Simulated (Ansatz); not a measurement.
**TiAl: density, localisation and related maps**

```
Ti Al
1.0
     2.76670    0.00000    0.00000
     0.00000    2.76670    0.00000
     0.00000    0.00000    4.00006
Ti Al
1 1
Direct
  0.00000 0.00000 0.00000
  0.50000 0.50000 0.50000
```

Space group P4/mmm; computed without spin polarisation.

Computed with DFT, LDA, PAW with Ansatz's default frozen-core files, scalar-relativistic; relaxation of cell and atoms in Ansatz 0.2.0.

The density is the valence pseudo-density of a PAW calculation; it isn't the true density close to the nuclei.

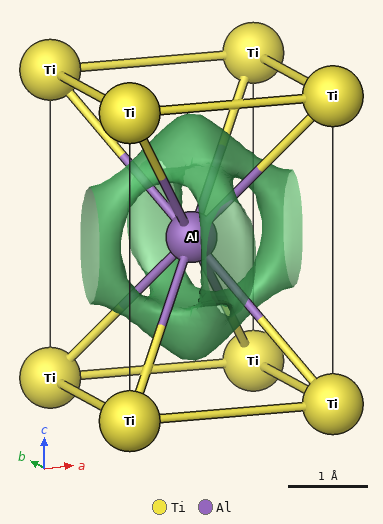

Figure 1. Isosurface of the ELF at 0.65 (green), seen slightly off an axis. Only the valence region is drawn (cores and ρ < 0.01 e/Å³ removed). Sticks mark near contacts.

Where are the electrons localised?

Answer. The surface consists of sheets that run through the cell in two directions, counted in one cell of 2 atoms. Any copies at cell faces, edges or corners count once. Profiles from the grid: Ti–Ti (2.77 Å): the ELF is about 0.30 at the midpoint: no shared electron pair shows on this line. Al–Al (2.77 Å): the ELF peaks at about 0.70 between the atoms.

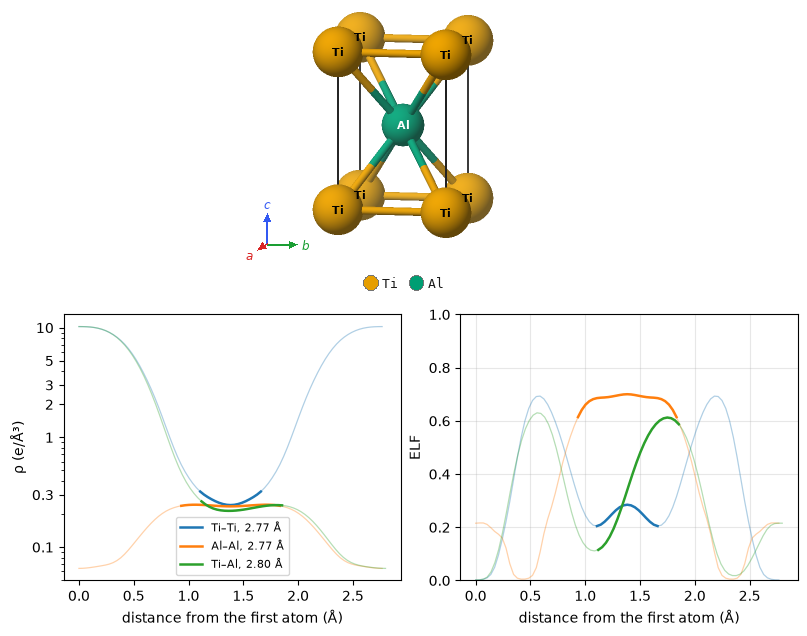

Figure 2. Valence electron density and ELF along straight lines between neighbouring atoms. Thin, pale parts lie inside the atomic spheres. The structure is drawn too.

What can be read from the curves?

Answer. Ti–Ti (2.77 Å): ρ is about 0.24 e/Å³ halfway; the ELF is about 0.30 at the midpoint (no localised pair shows between them).
Al–Al (2.77 Å): ρ at the midpoint is about 0.24 e/Å³; the ELF peaks at about 0.70 between the atoms.
Ti–Al (2.80 Å): ρ at the midpoint is about 0.21 e/Å³; the ELF is about 0.35 at the midpoint.

Does the calculation give a band gap?

Answer. It is metallic or semimetallic at this level of theory: no gap opens.
